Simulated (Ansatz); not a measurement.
**ZnS: density, localisation and related maps**

The calculation's input:

```
crystal:
  lattice:
    - [5.4093, 0.0, 0.0]
    - [0.0, -5.4093, 0.0]
    - [0.0, 0.0, -5.4093]
  atoms:
    - { symbol: Zn, position: [0.0, 0.5, 0.5] }
    - { symbol: Zn, position: [0.5, 0.0, 0.5] }
    - { symbol: Zn, position: [0.5, 0.5, 0.0] }
    - { symbol: Zn, position: [0.0, 0.0, 0.0] }
    - { symbol: S, position: [0.75, 0.7253572551, 0.75] }
    - { symbol: S, position: [0.25, 0.25, 0.75] }
    - { symbol: S, position: [0.25, 0.75, 0.25] }
    - { symbol: S, position: [0.75, 0.25, 0.25] }
basis:
  ecutwfc: 420
kpoints:
  mp_grid: { grid: [6, 6, 6] }
hamiltonian:
  xc: pbe
scf:
  occupations: { method: gaussian, width: 0.05 }
output:
  forces: true
  stress: true
  eigenvalues: true
  write_density: true
  write_potential: true
  elf: true
  volumetric_format: npy
```

Run with:

```sh
ansatz run input.yaml --threads 2 --pin off --max-ram 5120MiB --backend cpu --events-out ev --progress --plain --runs-dir out
```

Below, planes, directions and counts refer to the conventional cell (a = 7.65 Å, b = 7.65 Å, c = 5.41 Å, α = 90.00°, β = 90.00°, γ = 90.00°).

Space group Cmm2; changed on purpose from its base cell (atom 5 (S) moved +0.133 A along Cartesian [0 1 0]); not relaxed (largest force 1.2 eV/Å).

Level of theory: DFT PBE, scalar-relativistic, plane waves, PAW in Ansatz 0.2.0.

The density is the valence pseudo-density of a PAW calculation; it isn't the true density close to the nuclei.

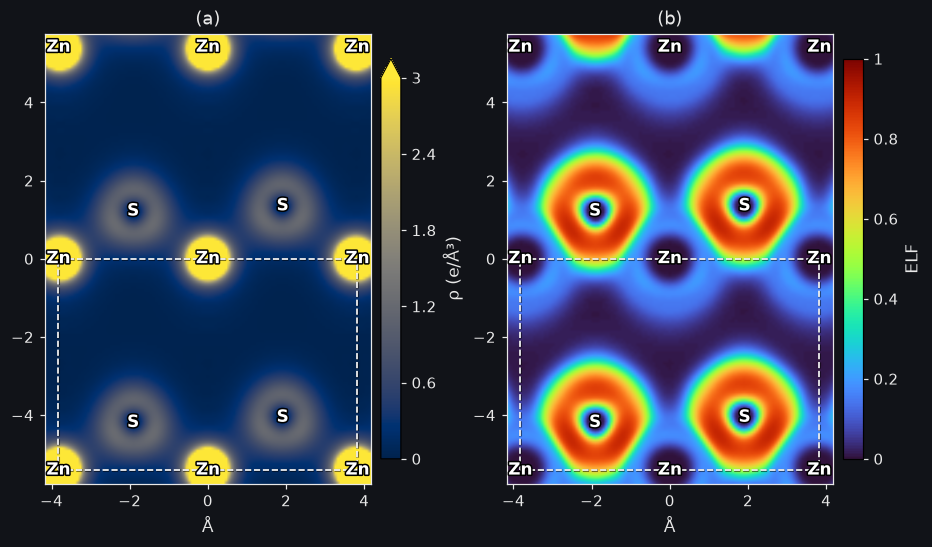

Figure 1. (a) valence electron density; (b) electron localisation function on the (010) plane of the conventional cell.

**What does the map show?**

Atoms in the plane: Zn and S. Zn–S (2.27 Å): ρ is about 0.58 e/Å³ halfway; the ELF peaks at about 0.90 in the valence shell of S, 0.8 Å from its nucleus, and is about 0.55 at the midpoint. Zn–S (2.34 Å): the density is about 0.51 e/Å³ at the midpoint; the ELF peaks at about 0.90 in the valence shell of S, 0.8 Å from its nucleus, and is about 0.55 at the midpoint. The density dies away to nearly zero in the voids.

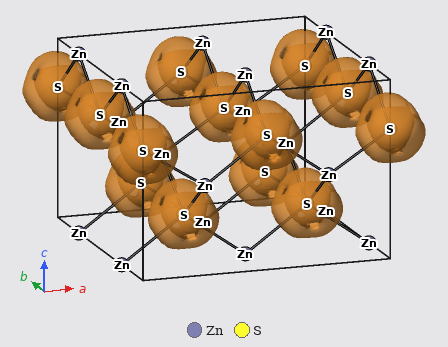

Figure 2. Isosurface of the electron localisation function at 0.8 (orange), seen slightly off an axis. Core shells and regions of very low density are left out. Sticks mark near contacts.

**Describe the localisation domains.**

The surface consists of eight regions wrapped around S (the valence shell of each), counted in one cell of 16 atoms. Regions shared between cells count once.

**Does the calculation make it a metal, or give it a gap?**

It is gapped, with a Kohn–Sham gap of 2.1 eV on the k-point mesh, an upper bound to the gap of this method.
